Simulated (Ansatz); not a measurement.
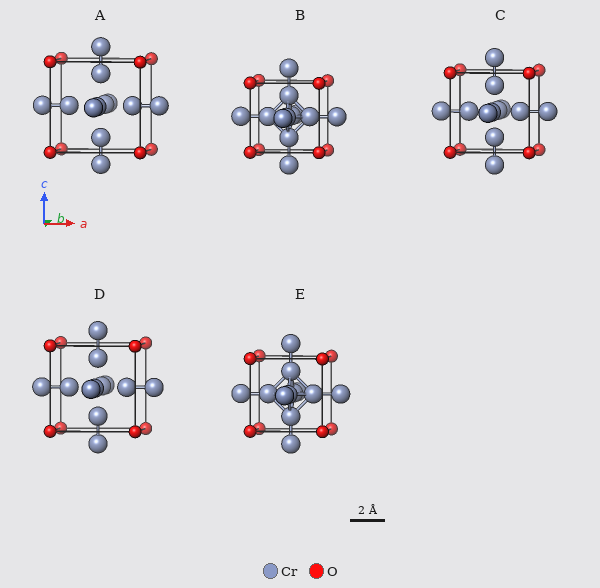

5 geometries from one relaxation of a crystal of Cr6O (a generated structure, set up in Pm-3m) (coarse preliminary run), in shuffled order. A ball-and-stick model of the cell of the calculation, seen from a free direction.

All numbers below come from DFT PBE, scalar-relativistic, plane waves, PAW in Ansatz. Settings: plane-wave cutoff 420 eV; k-point mesh 4 × 4 × 4; occupations gaussian; smearing width 0.1 eV; collinear spin; cell and atoms relaxed; force threshold 0.04 eV/Å; at most 70 steps.

> Order the frames from highest to lowest energy.

B, E, C, D, A. They are steps 0, 1, 3, 11, 21, at +31.424 eV per cell of the calculation, +17.559 eV per cell of the calculation, +4.777 eV per cell of the calculation, +0.490 eV per cell of the calculation relative to the last. After 17 accepted moves (21 points after the start) the energy has fallen by 31.424 eV per cell of the calculation. Largest force component: 18 eV/Å at the start, 0.033 eV/Å at the end. The pressure goes from 210.39 to −0.06 GPa. The line search rejected the trial step at point 6 of the run. The SCF was repeated 3 times at an unchanged geometry on a basis and grid sized afresh for the cell, which shifted the energy by 2.014 eV per cell of the calculation at most. The largest moves relative to the cell, 0.27 Å, are those of Cr atoms. O stays in place. The volume changes by +123.1 %, with a = b = c 4.189 → 5.474 Å (+30.7 %). Among the contacts that change: Cr–Cr 2.534 → 3.852 Å, Cr–Cr 1.792 → 2.723 Å, Cr–Cr 1.655 → 1.622 Å. Bonds break: Cr–Cr (1.79 → 2.72 Å). The space group stays Pm-3m (No. 221). The program noted that the starting moments weren't kept. Cost: 2.7 min on 1 thread of Intel(R) Xeon(R) 6975P-C (Granite Rapids), with other jobs on the host, peak memory 0.63 GiB.

Limits of the set-up: the k-point mesh is coarse for a cell with partly filled bands.
